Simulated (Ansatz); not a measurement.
Single-point calculation of NiSi3

The run: single-point calculation of NiSi3 (Pm-3m, 4 atoms in the cell). Method and program: DFT r2SCAN, scalar-relativistic, plane waves, PAW, no spin polarisation (Ansatz 0.2.0).

The structure was built on a prototype by a generator; it need not be a known phase. It belongs to a series of runs on one base structure; here: no spin polarisation.

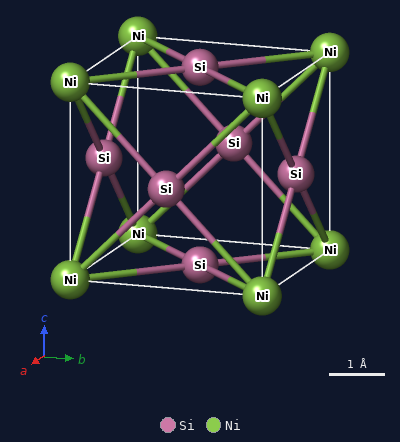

**Figure 1.** The structure (ball-and-stick view of the cell of the calculation, seen slightly off an axis). An atom can appear more than once, as a periodic image.

## Results in brief

- outcome: converged
- space group (tolerance 0.01 Å): Pm-3m (221)
- electrons treated: 30
- free energy: −7760.9534 eV
- Fermi energy: 13.490 eV
- gap on the k-point mesh: none (metallic)
- pressure: −1.27 GPa
- largest force (length of the vector): under 0.001 eV/Å
- hardware: 1 thread of Arm Neoverse V1, 24 GiB of memory available, shared host
- wall time: 14 s
- peak memory: 0.44 GiB

## Remarks

The run has no spin polarisation, so a magnetic state may lie lower.

## Input
```yaml
crystal:
  lattice:
    - [3.7003493966, 0.0, 0.0]
    - [0.0, 3.7003493966, 0.0]
    - [0.0, 0.0, 3.7003493966]
  atoms:
    - { symbol: Si, position: [0.0, 0.5, 0.5] }
    - { symbol: Si, position: [0.5, 0.0, 0.5] }
    - { symbol: Si, position: [0.5, 0.5, 0.0] }
    - { symbol: Ni, position: [0.0, 0.0, 0.0] }
basis:
  ecutwfc: 500
kpoints:
  mp_grid: { grid: [12, 12, 12] }
hamiltonian:
  xc: r2scan
scf:
  occupations: { method: gaussian, width: 0.1 }
  lower_state_search: "off"
output:
  forces: true
  stress: true
  eigenvalues: true
```

Command:
```bash
ansatz run input.yaml --threads 1 --pin off --max-ram 2560MiB --backend cpu --events-out ev --progress --plain --runs-dir out
```

## What the program printed
```
Engine: ansatz 0.2.0, aarch64-unknown-linux-gnu
Pseudopotentials: kind: paw
Pseudopotential: Si, paw, valence charge 4, recommended cutoff 500 eV (meta_gga), Si.paw.azcp
Pseudopotential: Ni, paw, valence charge 18, recommended cutoff 500 eV (meta_gga), Ni.paw.azcp
Functional definition: r2SCAN
  parameter k0 = 0.174
  parameter k1 = 0.065
  parameter a1 = 4.9479
  exchange = r2scan_x(k0 = k0, k1 = k1, a1 = a1)
  correlation = r2scan_c
Crystal: 4 atoms, lattice volume = 50.667 Å³
Basis set: ecut = 500 eV, 1309 PW (Γ), exchange–correlation on 108×108×108 points (64 copies of the dense FFT grid, shifted against one another)
Bands: 19, of which v1, the nominal top of the filled ones, is band 15 counted from 1 (14 counted from 0)
Symmetry: 48 space group operations
Space group: Pm-3m (ITA 221), of the structure as read, at distance tolerance 3.7e-5 Å
k-points: 84 of 1728
Non-local potential: Si, projectors of the file, l = 0: 2, l = 1: 2, l = 2: 2
Non-local potential: Ni, projectors of the file, l = 0: 3, l = 1: 2, l = 2: 3, l = 3: 1
PAW form: soft (Blöchl's): semilocal exchange-correlation on the pseudo side does not see the compensation charge
PAW frozen core: Si, regenerated for the run's functional (the file was generated under x = pbe(κ = 0.804, μ = 0.2195149727645171), c = pbe(β = 0.06672455060314922))
PAW frozen core: Ni, regenerated for the run's functional (the file was generated under x = pbe(κ = 0.804, μ = 0.2195149727645171), c = pbe(β = 0.06672455060314922))
PAW one-centre angular grid: Si, 302 points (default); XC on 160 Gauss nodes
PAW one-centre angular grid: Ni, 590 points (default); XC on 160 Gauss nodes
Initial density: superposition of atomic densities (neutral atoms: chi_scale 0, normalization atom), corrected by the library's trained network
Initial wavefunctions: pseudopotential atomic-orbital guess
Functional: x = r2scan, c = r2scan; τ floored in thin density (d = 2e-4 eV/Å³)
SCF iter   1: F=-7759.778499 eV  HF=-7761.004111 eV  |F-HF|=1.23e0  |Δ(HF+E_count)|=         —  Δρ=5.70e-2  dr2=1.47e0  dr2_τ=7.37e-2  ethr=1.77e-3  ⟨swp⟩=5.5  Hψ=8408  notcnv=0
preconditioner: auto → Kerker (q_TF=auto, 2.500 Å⁻¹)  [metal: Δε(μ)=0.012 eV  Ē_g=7.652 eV  σ=0.100 eV  W_gap=0.07  n_scr=18 (ndim 8)  ℏωp=24.5 eV  f_vac=0.000  D(μ)=1.89/eV (n_scr^D=18)]
SCF iter   2: F=-7757.490535 eV  HF=-7761.292711 eV  |F-HF|=3.80e0  |Δ(HF+E_count)|=   2.89e-1  Δρ=1.04e-1  dr2=3.72e0  dr2_τ=1.62e-2  ethr=1.77e-3  ⟨swp⟩=2.8  Hψ=4262  notcnv=0  defer=10  recentre
SCF iter   3: F=-7760.874966 eV  HF=-7760.968088 eV  |F-HF|=9.31e-2  |Δ(HF+E_count)|=   3.25e-1  Δρ=1.38e-2  dr2=1.14e-1  dr2_τ=1.93e-4  ethr=1.77e-3  ⟨swp⟩=2.6  Hψ=3878  notcnv=0  defer=4
SCF iter   4: F=-7760.896784 eV  HF=-7760.957737 eV  |F-HF|=6.10e-2  |Δ(HF+E_count)|=   1.04e-2  Δρ=1.47e-2  dr2=7.69e-2  dr2_τ=2.89e-4  ethr=3.81e-4  ⟨swp⟩=2.1  Hψ=2745  notcnv=0  defer=5
SCF iter   5: F=-7760.929790 eV  HF=-7760.955781 eV  |F-HF|=2.60e-2  |Δ(HF+E_count)|=   1.96e-3  Δρ=9.02e-3  dr2=2.96e-2  dr2_τ=1.66e-4  ethr=2.56e-4  ⟨swp⟩=1.2  Hψ=2529  notcnv=0  defer=5
SCF iter   6: F=-7760.953128 eV  HF=-7760.953449 eV  |F-HF|=3.22e-4  |Δ(HF+E_count)|=   2.33e-3  Δρ=9.11e-4  dr2=3.22e-4  dr2_τ=2.87e-6  ethr=9.87e-5  ⟨swp⟩=1.5  Hψ=1995  notcnv=0  defer=5
SCF iter   7: F=-7760.953425 eV  HF=-7760.953432 eV  |F-HF|=7.39e-6  |Δ(HF+E_count)|=   1.72e-5  Δρ=1.37e-4  dr2=9.57e-6  dr2_τ=3.68e-8  ethr=1.07e-6  ⟨swp⟩=2.0  Hψ=2205  notcnv=0  defer=5
SCF iter   8: F=-7760.953427 eV  HF=-7760.953428 eV  |F-HF|=5.90e-7  |Δ(HF+E_count)|=   4.34e-6  Δρ=3.97e-5  dr2=5.86e-7  dr2_τ=2.69e-9  ethr=3.19e-8  ⟨swp⟩=2.0  Hψ=2191  notcnv=0  defer=5
SCF iter   9: F=-7760.953428 eV  HF=-7760.953428 eV  |F-HF|=9.81e-10  |Δ(HF+E_count)|=   3.49e-8  Δρ=2.22e-6  dr2=3.07e-9  dr2_τ=2.52e-11  ethr=3.33e-10  ⟨swp⟩=5.4  Hψ=7029  notcnv=0
SCF 1 converged in 9 iterations: F = -7760.953428 eV  dr2 = 3.07e-9
  greatest PAW one-centre occupation: 1.001 electrons in one spin orbital (limit 2), on the Ni atom at site 3 (counted from 0), in its partial waves of l = 1
```

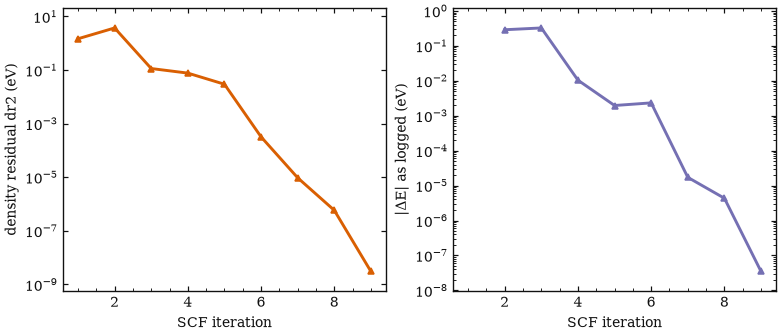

**Figure 2.** Convergence of the self-consistent field: density residual dr2 and size of the energy change against the SCF iteration. The residual comes down, with one marked jump up, by a factor of about 2.5, at step 2.

```
SCF converged after 9 iterations
Free energy (F): -7760.953428 eV
Harris-Foulkes:  -7760.953428 eV  (|F-HF|=9.81e-10)
Internal energy: -7760.942994 eV  (E = F + TS)
E sigma→0 (E₀):  -7760.948211 eV
Entropy (-TS):   -0.010433 eV (-2.608 meV/atom)
Fermi energy:    13.490419 eV
--- Per-component energies (eV) ---
  E_band       = -311.960535
  E_kinetic    = 412.154093
  E_local      = -4982.048623  (includes V_loc(G=0)·N_el)
  E_nonlocal   = 717.700958
  E_hartree    = 2186.706659
  E_xc         = -236.612499
  E_vxc        = -272.662530  (∫ρ·V_xc dr)
  E_paw        = -3206.216332  (= ΣΔE_a)
  E_vpaw       = -576.058445  (= ΣTr[D̂ρ^β])
  E_aug_tail   = 0.000274  (compensation charges beyond the density's cutoff)
  E_vtau       = 15.537399  (kinetic-family band-sum trace: ∫τ·v_τ [+ j·A + Jᵃ·Aᵃ] dr)
  E_ewald      = -2652.098155
  E_core_change = -0.529368  (= ΣΔE_core)
  E_smearing   = -0.010433  (= −TS)
  E_closure    = 0.000000  (closes the sum)
  Σ components = -7760.953428   (vs F -7760.953428, Δ=0.00e0)
--- Forces (eV/Å), atoms counted from 1 ---
  atom   1  Si     0.00000000     0.00000000     0.00000000
  atom   2  Si    -0.00000000     0.00000000    -0.00000000
  atom   3  Si    -0.00000000    -0.00000000    -0.00000000
  atom   4  Ni     0.00000000    -0.00000000     0.00000000
  max |Σ_I F_I| component: 8.87e-31 eV/Å
--- Stress (GPa, compression-positive) ---
       -1.273367       0.000000       0.000000
        0.000000      -1.273367       0.000000
        0.000000       0.000000      -1.273367
  P = ⅓ Tr σ = -1.2734 GPa (-12.734 kbar)
--- Band table (eV; the first three rows and the last of 84) ---
  k-point 0: bands = ["-93.5762", "-52.5182", "-52.5182", "-52.5182", "-1.9609", "8.1084", "8.1084", "8.3088", "8.3088", "8.3088", "11.0100", "11.0100", "11.0100", "12.2893", "13.3482", "13.3482", "17.7073", "17.7073", "17.7073"]
  k-point 1: bands = ["-93.5762", "-52.5183", "-52.5182", "-52.5182", "-1.8844", "6.9568", "8.1676", "8.3436", "8.3436", "9.1604", "11.0174", "11.0230", "11.0230", "12.5812", "13.2913", "13.5636", "17.3659", "17.3659", "17.4460"]
  k-point 2: bands = ["-93.5762", "-52.5184", "-52.5182", "-52.5182", "-1.6560", "5.6138", "8.3412", "8.4404", "8.4404", "9.7870", "11.0378", "11.0715", "11.0715", "12.8729", "13.1101", "14.6009", "16.4234", "16.4234", "16.8683"]
  k-point 83: bands = ["-93.5762", "-52.5190", "-52.5190", "-52.5190", "5.0227", "5.0227", "5.0227", "5.0926", "6.9529", "6.9529", "6.9529", "11.0983", "11.4975", "11.4975", "12.3954", "12.3954", "12.3954", "24.1479", "24.1479"]
```
